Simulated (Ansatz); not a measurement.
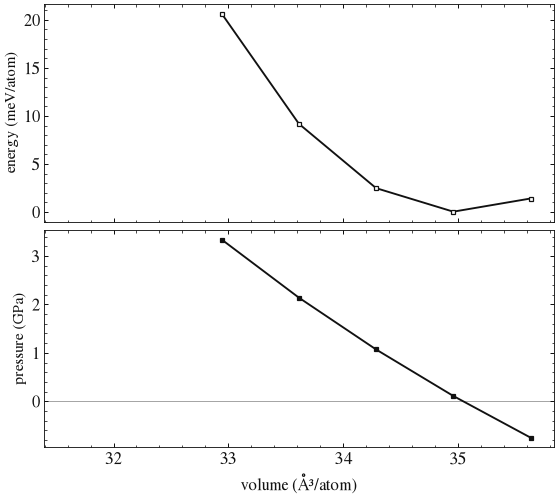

Plotted: energy and pressure against volume for Bi, space group P2/m (No. 10).

Cell as given: a = 3.238 Å, b = 3.222 Å, c = 6.444 Å, α = 90.00°, β = 90.72°, γ = 90.00°; 2 atoms.

How it was computed, with Ansatz 0.2.0: plane-wave DFT, no spin polarisation; energies at scaled volumes of the given cell, shape and fractions fixed, counted from the fit's minimum, third-order Birch-Murnaghan fit. Level: PBE.

| setting | value |
| --- | --- |
| k mesh | 8×8×4 |
| occupations | Fermi–Dirac |
| smearing width | 0.05 eV |
| potentials | Ansatz PAW |
| wave cutoff | 420 eV |
| density cutoff | 1680 eV |

The points at volume 31.60 Å³/atom and 32.27 Å³/atom are left out of the plot. What values does the calculation give there?

```json
{"volume (Å³/atom)": "31.60", "energy (meV/atom)": "60.13", "pressure (GPa)": "6.17"}
{"volume (Å³/atom)": "32.27", "energy (meV/atom)": "37.42", "pressure (GPa)": "4.68"}
```

Note: spin-orbit coupling left out, heavy elements; shape and atomic fractions are frozen while scaling, which makes layered, chain and framework solids too stiff.
